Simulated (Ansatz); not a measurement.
# Run report: Co, geometry relaxation (part 1 of 2)

Co (Fm-3m, 1 atom in the cell), computed with DFT PBE, scalar-relativistic, plane waves, PAW, spin-polarised (Ansatz 0.2.0).

The structure derives from a Materials Project entry. Figures and captions count atoms from 1; the log counts them from 0 in places.

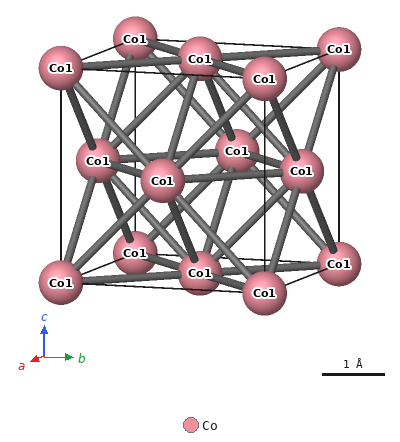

The structure as given in the input (ball-and-stick view of the cell 4 times as large as that of the calculation, set on its symmetry axes, seen slightly off an axis; atoms are numbered from 1 in the order of the input). Near neighbours in the crystal (not all of them lie inside the picture): Co has 12 Co at 2.48 Å.

Key numbers

| quantity | value |
| --- | --- |
| outcome | converged |
| space group (tolerance 0.01 Å) | Fm-3m (225) |
| electrons treated | 17 |
| free energy | −5126.1393 eV |
| Fermi energy | 18.694 eV |
| gap on the k-point mesh | none (metallic) |
| net moment of the cell | 1.64 μB |
| integrated absolute moment | 1.79 μB |
| pressure | 0.01 GPa |
| final volume | 10.90 Å³ |
| largest force (length of the vector) at the end | under 0.001 eV/Å |
| final cell | a = 2.489 Å, b = 2.489 Å, c = 2.489 Å, α = 60.00°, β = 60.00°, γ = 60.00° |
| hardware | 1 thread of Arm Neoverse V2, 112 GiB of memory available, shared host |
| wall time | 24 s |
| peak memory | 0.34 GiB |

The input
```yaml
crystal:
  lattice:
    - [0.0, 1.7566572351, 1.7566572351]
    - [1.7566572351, 0.0, 1.7566572351]
    - [1.7566572351, 1.7566572351, 0.0]
  atoms:
    - { symbol: Co, position: [0.0, 0.0, 0.0], spin: 1.94 }
basis:
  ecutwfc: 420
kpoints:
  mp_grid: { grid: [20, 20, 20] }
hamiltonian:
  xc: pbe
scf:
  occupations: { method: gaussian, width: 0.1 }
output:
  forces: true
  stress: true
  eigenvalues: true
  populations: true
magnetization:
  spin_polarized: true
relax:
  adjacent_minimum: "off"
  f_tol: 0.005
  max_steps: 80
  cell: { stress_tol: 0.05 }
```

Launch command:
```bash
ansatz run input.yaml --threads 1 --pin off --max-ram 2560MiB --backend cpu --events-out ev --progress --plain --runs-dir out
```

What the program printed
```
Engine: ansatz 0.2.0, aarch64-unknown-linux-gnu
Pseudopotentials: kind: paw
Pseudopotential: Co, paw, valence charge 17, recommended cutoff 420 eV (normal), Co.paw.azcp
Functional definition: PBE
  parameter kappa = 0.804
  parameter beta = 0.06672455060314922
  exchange = pbe_x(kappa = kappa, mu = beta*pi^2/3)
  correlation = pbe_c(beta = beta)
Crystal: 1 atoms, lattice volume = 10.842 Å³
Basis set: ecut = 420 eV, 181 PW (Γ), exchange–correlation on 36×36×36 points (8 copies of the dense FFT grid, shifted against one another)
Bands: 14, of which v1, the nominal top of the filled ones, is band 9 counted from 1 (8 counted from 0)
Symmetry: 48 space group operations
Space group: Fm-3m (ITA 225), of the structure as read, at distance tolerance 2.2e-5 Å
Magnetic group: BNS 225.116 (UNI 1618), of the structure as read, at distance tolerance 2.2e-5 Å
k-points: 256 of 8000
Non-local potential: Co, projectors of the file, l = 0: 3, l = 1: 2, l = 2: 3, l = 3: 1
PAW form: soft (Blöchl's): semilocal exchange-correlation on the pseudo side does not see the compensation charge
PAW one-centre angular grid: Co, 590 points (default); XC on 64 Gauss nodes
Initial density: superposition of atomic densities (chi_scale 0.1, normalization cell)
Starting moments: Σ|m| = 1.94 μB on 1 of 1 site
Initial wavefunctions: pseudopotential atomic-orbital guess
Functional: x = pbe(κ = 0.804, μ = 0.2195149727645171), c = pbe(β = 0.06672455060314922)
SCF iter   1: F=—  HF=-5125.886895 eV  |F-HF|=—  |Δ(HF+E_count)|=         —  Δρ=1.03e-1 (↑4.80e-2 ↓1.03e-1)  dr2=1.41e0  dr2_m=8.41e-2  M=1.796 μB ∫|m|=1.868 μB  β_m=0.30  ethr=3.10e-3  ⟨swp⟩=5.1  Hψ=34896  notcnv=0
Mixer restart at iter 1: flushing history
preconditioner: auto → none  [metal: Δε(μ)=0.003 eV  Ē_g=15.256 eV  σ=0.100 eV  W_gap=0.02  n_scr=0 (ndim 8)  ℏωp=33.8 eV  f_vac=0.000  D(μ)=1.30/eV (n_scr^D=14)]
SCF iter   2: F=—  HF=-5125.355038 eV  |F-HF|=—  |Δ(HF+E_count)|=   5.32e-1  Δρ=4.99e-2 (↑4.99e-2 ↓1.08e-2)  dr2=1.16e-1  dr2_m=6.79e-2  M=1.789 μB ∫|m|=1.880 μB  β_m=0.28  ethr=3.10e-3  ⟨swp⟩=2.9  Hψ=17768  notcnv=0  defer=426
SCF iter   3: F=—  HF=-5125.614440 eV  |F-HF|=—  |Δ(HF+E_count)|=         —  Δρ=1.94e-2 (↑1.94e-2 ↓1.04e-2)  dr2=1.02e-2  dr2_m=1.81e-2  M=1.731 μB ∫|m|=1.829 μB  β_m=0.28  ethr=6.84e-4  ⟨swp⟩=2.5  Hψ=13905  notcnv=0  defer=413
Mixer restart at iter 3: flushing history
SCF iter   4: F=—  HF=-5125.811211 eV  |F-HF|=—  |Δ(HF+E_count)|=   1.97e-1  Δρ=1.27e-2 (↑1.27e-2 ↓7.76e-3)  dr2=7.14e-3  dr2_m=7.74e-3  M=1.709 μB ∫|m|=1.817 μB  β_m=0.53  ethr=5.98e-5  ⟨swp⟩=2.3  Hψ=13117  notcnv=0  defer=409
SCF iter   5: F=—  HF=-5126.099802 eV  |F-HF|=—  |Δ(HF+E_count)|=   2.89e-1  Δρ=6.32e-3 (↑4.14e-3 ↓6.32e-3)  dr2=6.03e-3  dr2_m=9.88e-4  M=1.664 μB ∫|m|=1.797 μB  β_m=0.76  ethr=4.20e-5  ⟨swp⟩=2.0  Hψ=14382  notcnv=0  defer=410
SCF iter   6: F=—  HF=-5126.147214 eV  |F-HF|=—  |Δ(HF+E_count)|=   4.74e-2  Δρ=1.32e-2 (↑1.32e-2 ↓1.06e-2)  dr2=3.16e-2  dr2_m=1.78e-4  M=1.644 μB ∫|m|=1.791 μB  β_m=0.52  ethr=3.55e-5  ⟨swp⟩=2.0  Hψ=16755  notcnv=0  defer=421  recentre
SCF iter   7: F=—  HF=-5126.138974 eV  |F-HF|=—  |Δ(HF+E_count)|=   8.24e-3  Δρ=1.57e-3 (↑5.42e-4 ↓1.57e-3)  dr2=1.47e-4  dr2_m=9.01e-5  M=1.643 μB ∫|m|=1.790 μB  β_m=0.41  ethr=3.55e-5  ⟨swp⟩=2.0  Hψ=14403  notcnv=0  defer=415
SCF iter   8: F=—  HF=-5126.138982 eV  |F-HF|=—  |Δ(HF+E_count)|=   8.30e-6  Δρ=5.28e-4 (↑3.92e-4 ↓5.28e-4)  dr2=3.78e-6  dr2_m=2.03e-5  M=1.643 μB ∫|m|=1.790 μB  β_m=0.70  ethr=8.63e-7  ⟨swp⟩=1.0  Hψ=8327  notcnv=0  defer=414
SCF iter   9: F=—  HF=-5126.139081 eV  |F-HF|=—  |Δ(HF+E_count)|=   9.87e-5  Δρ=7.82e-5 (↑5.71e-5 ↓7.82e-5)  dr2=1.02e-6  dr2_m=6.48e-8  M=1.642 μB ∫|m|=1.790 μB  β_m=0.58  ethr=2.22e-8  ⟨swp⟩=2.0  Hψ=11626  notcnv=0  defer=414
SCF iter  10: F=—  HF=-5126.139081 eV  |F-HF|=—  |Δ(HF+E_count)|=   1.79e-7  Δρ=3.88e-5 (↑3.28e-5 ↓3.88e-5)  dr2=2.73e-7  dr2_m=2.42e-8  M=1.642 μB ∫|m|=1.790 μB  β_m=0.79  ethr=6.00e-9  ⟨swp⟩=1.0  Hψ=7168  notcnv=0  defer=414
SCF iter  11: F=—  HF=-5126.139081 eV  |F-HF|=—  |Δ(HF+E_count)|=   5.55e-7  Δρ=7.64e-6 (↑2.94e-6 ↓7.64e-6)  dr2=2.38e-9  dr2_m=1.51e-9  M=1.642 μB ∫|m|=1.790 μB  β_m=0.90  ethr=1.60e-9  ⟨swp⟩=2.0  Hψ=9513  notcnv=0  defer=414
SCF iter  12: F=-5126.139081 eV  HF=-5126.139081 eV  |F-HF|=1.82e-11  |Δ(HF+E_count)|=   2.41e-9  Δρ=4.75e-7 (↑4.40e-7 ↓4.75e-7)  dr2=2.14e-11  dr2_m=1.13e-11  M=1.642 μB ∫|m|=1.790 μB  ethr=1.40e-11  ⟨swp⟩=3.7  Hψ=25605  notcnv=0
SCF 1 converged in 12 iterations: F = -5126.139081 eV  dr2 = 2.14e-11
  greatest PAW one-centre occupation: 1.001 electrons in one spin orbital (limit 2), on the Co atom at site 0 (counted from 0), in its partial waves of l = 1
relax step   1: F+E_penalty+E_count = -5126.13908146 eV  Δ(F+E_penalty+E_count) = +0.000e0 eV  max|allowed force component| = 0.000e0 eV/Å  Δτ_max = 0.0000 Å  P = +1.293 GPa  Ω = 10.842 Å³  (12 SCF iters, dr2 threshold 1.00e-7 eV, accepted)
Crystal: 1 atoms, lattice volume = 10.876 Å³
Initial density: handed on by an earlier stage of this run
Starting moments: Σ|m| = 1.94 μB on 1 of 1 site; this step starts from the density that it was given
Initial wavefunctions: those handed on with the density
iter 1 solved again at ethr=5.66e-7 eV; its pass at ethr=3.10e-3 eV (dr2=9.62e-5 eV) is discarded
SCF iter   1: F=—  HF=-5126.139258 eV  |F-HF|=—  |Δ(HF+E_count)|=         —  Δρ=7.14e-4 (↑7.14e-4 ↓5.47e-4)  dr2=1.05e-4  dr2_m=1.38e-6  M=1.642 μB ∫|m|=1.791 μB  β_m=0.65  ethr=5.66e-7  ⟨swp⟩=2.4  Hψ=43673  notcnv=0
preconditioner: auto → none  [metal: Δε(μ)=0.006 eV  Ē_g=15.937 eV  σ=0.100 eV  W_gap=0.03  n_scr=0 (ndim 8)  ℏωp=33.8 eV  f_vac=0.000  D(μ)=1.18/eV (n_scr^D=14)]
SCF iter   2: F=—  HF=-5126.139263 eV  |F-HF|=—  |Δ(HF+E_count)|=   5.10e-6  Δρ=9.57e-4 (↑9.57e-4 ↓8.44e-4)  dr2=1.70e-4  dr2_m=4.08e-7  M=1.642 μB ∫|m|=1.791 μB  β_m=0.23  ethr=5.66e-7  ⟨swp⟩=2.0  Hψ=11565  notcnv=0
SCF iter   3: F=—  HF=-5126.139221 eV  |F-HF|=—  |Δ(HF+E_count)|=   4.14e-5  Δρ=2.69e-4 (↑2.49e-4 ↓2.69e-4)  dr2=1.13e-5  dr2_m=2.22e-7  M=1.642 μB ∫|m|=1.791 μB  β_m=0.61  ethr=5.66e-7  ⟨swp⟩=2.4  Hψ=10134  notcnv=0
SCF iter   4: F=—  HF=-5126.139236 eV  |F-HF|=—  |Δ(HF+E_count)|=   1.51e-5  Δρ=1.23e-4 (↑3.89e-5 ↓1.23e-4)  dr2=1.53e-6  dr2_m=2.55e-7  M=1.643 μB ∫|m|=1.791 μB  β_m=0.81  ethr=6.62e-8  ⟨swp⟩=2.4  Hψ=11430  notcnv=0
SCF iter   5: F=—  HF=-5126.139243 eV  |F-HF|=—  |Δ(HF+E_count)|=   6.87e-6  Δρ=5.68e-5 (↑2.45e-5 ↓5.68e-5)  dr2=3.61e-7  dr2_m=3.19e-8  M=1.643 μB ∫|m|=1.792 μB  β_m=0.90  ethr=8.97e-9  ⟨swp⟩=2.2  Hψ=10392  notcnv=0
SCF iter   6: F=—  HF=-5126.139244 eV  |F-HF|=—  |Δ(HF+E_count)|=   3.84e-7  Δρ=1.93e-5 (↑1.72e-5 ↓1.93e-5)  dr2=8.06e-8  dr2_m=4.96e-10  M=1.643 μB ∫|m|=1.792 μB  β_m=0.95  ethr=2.13e-9  ⟨swp⟩=2.0  Hψ=11571  notcnv=0
SCF iter   7: F=-5126.139244 eV  HF=-5126.139244 eV  |F-HF|=2.86e-8  |Δ(HF+E_count)|=   4.50e-8  Δρ=1.37e-5 (↑9.60e-6 ↓1.37e-5)  dr2=3.59e-8  dr2_m=5.64e-10  M=1.643 μB ∫|m|=1.792 μB  ethr=4.74e-10  ⟨swp⟩=2.1  Hψ=21266  notcnv=0
SCF 2 converged in 7 iterations: F = -5126.139244 eV  dr2 = 3.59e-8
relax step   2: F+E_penalty+E_count = -5126.13924375 eV  Δ(F+E_penalty+E_count) = -1.623e-4 eV  max|allowed force component| = 0.000e0 eV/Å  Δτ_max = 0.0000 Å  P = +0.591 GPa  Ω = 10.876 Å³  energy of the carried Pulay correction = -3.898e-5 eV  (7 SCF iters, dr2 threshold 1.00e-7 eV, accepted)
Crystal: 1 atoms, lattice volume = 10.905 Å³
iter 1 solved again at ethr=4.14e-7 eV; its pass at ethr=3.10e-3 eV (dr2=7.03e-5 eV) is discarded
SCF iter   1: F=—  HF=-5126.139276 eV  |F-HF|=—  |Δ(HF+E_count)|=         —  Δρ=6.09e-4 (↑6.09e-4 ↓4.64e-4)  dr2=7.64e-5  dr2_m=1.02e-6  M=1.644 μB ∫|m|=1.793 μB  β_m=0.65  ethr=4.14e-7  ⟨swp⟩=2.3  Hψ=43325  notcnv=0
preconditioner: auto → none  [metal: Δε(μ)=0.010 eV  Ē_g=15.908 eV  σ=0.100 eV  W_gap=0.06  n_scr=0 (ndim 8)  ℏωp=33.7 eV  f_vac=0.000  D(μ)=1.19/eV (n_scr^D=14)]
SCF iter   2: F=—  HF=-5126.139279 eV  |F-HF|=—  |Δ(HF+E_count)|=   3.18e-6  Δρ=8.11e-4 (↑8.11e-4 ↓7.13e-4)  dr2=1.22e-4  dr2_m=3.02e-7  M=1.644 μB ∫|m|=1.793 μB  β_m=0.23  ethr=4.14e-7  ⟨swp⟩=2.0  Hψ=11564  notcnv=0
SCF iter   3: F=—  HF=-5126.139249 eV  |F-HF|=—  |Δ(HF+E_count)|=   3.00e-5  Δρ=2.20e-4 (↑2.05e-4 ↓2.20e-4)  dr2=7.50e-6  dr2_m=1.54e-7  M=1.644 μB ∫|m|=1.793 μB  β_m=0.60  ethr=4.14e-7  ⟨swp⟩=2.4  Hψ=10147  notcnv=0
SCF iter   4: F=—  HF=-5126.139259 eV  |F-HF|=—  |Δ(HF+E_count)|=   1.03e-5  Δρ=1.07e-4 (↑3.40e-5 ↓1.07e-4)  dr2=1.16e-6  dr2_m=1.88e-7  M=1.644 μB ∫|m|=1.794 μB  β_m=0.80  ethr=4.41e-8  ⟨swp⟩=2.4  Hψ=11467  notcnv=0
SCF iter   5: F=—  HF=-5126.139264 eV  |F-HF|=—  |Δ(HF+E_count)|=   4.94e-6  Δρ=4.62e-5 (↑1.85e-5 ↓4.62e-5)  dr2=2.29e-7  dr2_m=2.38e-8  M=1.644 μB ∫|m|=1.794 μB  β_m=0.90  ethr=6.83e-9  ⟨swp⟩=2.2  Hψ=10835  notcnv=0
SCF iter   6: F=—  HF=-5126.139264 eV  |F-HF|=—  |Δ(HF+E_count)|=   2.23e-7  Δρ=1.72e-5 (↑1.49e-5 ↓1.72e-5)  dr2=6.36e-8  dr2_m=3.99e-10  M=1.644 μB ∫|m|=1.794 μB  β_m=0.95  ethr=1.35e-9  ⟨swp⟩=2.0  Hψ=11578  notcnv=0
SCF iter   7: F=-5126.139264 eV  HF=-5126.139264 eV  |F-HF|=3.44e-8  |Δ(HF+E_count)|=   5.11e-8  Δρ=1.55e-5 (↑1.01e-5 ↓1.55e-5)  dr2=4.33e-8  dr2_m=9.30e-10  M=1.644 μB ∫|m|=1.794 μB  ethr=3.74e-10  ⟨swp⟩=2.1  Hψ=21188  notcnv=0
SCF 3 converged in 7 iterations: F = -5126.139264 eV  dr2 = 4.33e-8
```
